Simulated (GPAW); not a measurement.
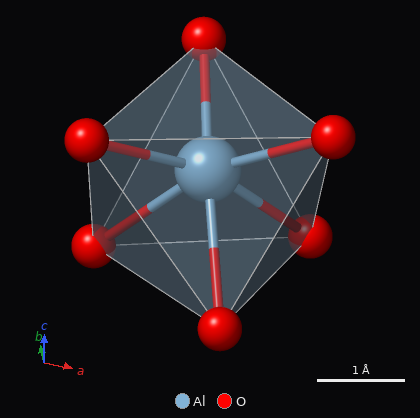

Coordination of Al in Al2O3 (R-3c). Continuous shape measures are computed against ideal polyhedra (0 is ideal; above about 3 the distortion is strong). Origin: an entry of the Crystallography Open Database, as set up for an electronic-structure calculation.

**Name the coordination polyhedron and say how regular it is.**

AlO6: a slightly distorted octahedron (coordination number 6, S = 0.58; next best trigonal prism, S = 15.5).

**Is there a pattern of short and long bonds?**

Yes, a 3 + 3 pattern: 3 short (1.85 Å on average) and 3 long (1.97 Å).

**How long are the bonds?**

3 × Al–O 1.85 Å and 3 × Al–O 1.97 Å. The next neighbour, not counted, lies at 2.66 Å.
